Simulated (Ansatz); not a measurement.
Consider Ti$_{2}$O.

```yaml
crystal:
  lattice:
    - [2.92342, 0.00000, 0.00000]
    - [-1.46171, 2.53176, 0.00000]
    - [0.00000, 0.00000, 4.75722]
  atoms:
    - { symbol: Ti, position: [0.66667, 0.33333, 0.26476] }
    - { symbol: Ti, position: [0.33333, 0.66667, 0.73524] }
    - { symbol: O, position: [0.00000, 0.00000, 0.00000] }
```

Space group P-3m1; changed on purpose from its base cell (biaxial strain in the a-b plane, c and atoms relaxed: -1.0 %); computed pressure about 2 GPa in this cell; computed without spin polarisation.

These are results of DFT PBEsol, scalar-relativistic, plane waves, PAW in Ansatz, not measurements.

Q: Predict the valence pseudo-density and electron localisation function between the atoms.

A: Ti–O (2.11 Å): ρ is about 0.47 e/Å³ halfway; the ELF peaks at about 0.80 in the valence shell of O, 0.6 Å from its nucleus, and is about 0.10 at the midpoint: no shared electron pair shows on this line.
Ti–Ti (2.80 Å): ρ is about 0.24 e/Å³ halfway; the ELF is about 0.25 at the midpoint (no shared electron pair shows on this line).
The ELF has a maximum of about 0.85 in the space between the atoms, 1.7 Å from four Ti atoms, on no atom or two-centre bond.

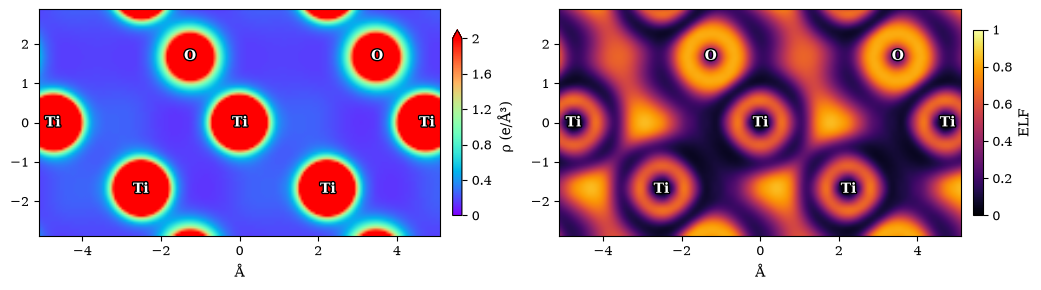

Computed valence pseudo-density and electron localisation function on the (110) plane of the conventional cell, in this order. 

In a PAW calculation such maps are meaningful between the atoms, not at the nuclei.
